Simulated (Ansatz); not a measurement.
```yaml
crystal:
  lattice:
    - [2.25900, -2.25900, 0.00000]
    - [2.25900, 2.25900, 0.00000]
    - [0.00000, 0.00000, 4.65354]
  atoms:
    - { symbol: Hf, position: [0.00000, 0.00000, 0.00000] }
    - { symbol: Hf, position: [0.50000, 0.50000, 0.50000] }
    - { symbol: N, position: [0.50000, 0.50000, 0.00000] }
    - { symbol: N, position: [0.00000, 0.00000, 0.50000] }
```

Space group I4/mmm; computed pressure about −2 GPa in this cell; computed without spin polarisation.

Level of theory: Ansatz, DFT, PBE, plane-wave PAW, default files, scalar-relativistic.

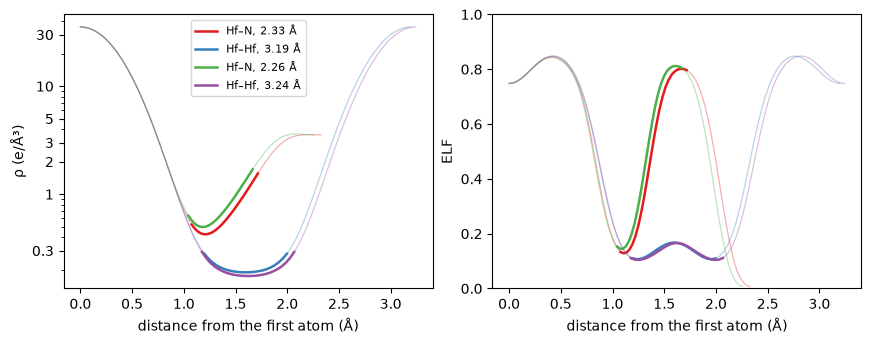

HfN. Valence electron density and ELF along straight lines between neighbouring atoms. Thin, pale parts lie inside the atomic spheres.

The density is the valence pseudo-density of a PAW calculation; it isn't the true density close to the nuclei.

What can be read from the curves?

Hf–N (2.33 Å): ρ at the midpoint is about 0.43 e/Å³; the ELF peaks at about 0.80 in the valence shell of N, 0.7 Å from its nucleus, and is about 0.15 at the midpoint; no localised pair shows between them.
Hf–Hf (3.19 Å): the density is about 0.19 e/Å³ at the midpoint; the ELF is about 0.15 at the midpoint (no localised pair shows between them).
Hf–N (2.26 Å): ρ is about 0.51 e/Å³ halfway; the ELF peaks at about 0.80 in the valence shell of N, 0.6 Å from its nucleus, and is about 0.15 at the midpoint; no shared electron pair shows on this line.
Hf–Hf (3.24 Å): the density is about 0.17 e/Å³ at the midpoint; the ELF is about 0.15 at the midpoint: no localised pair shows between them.
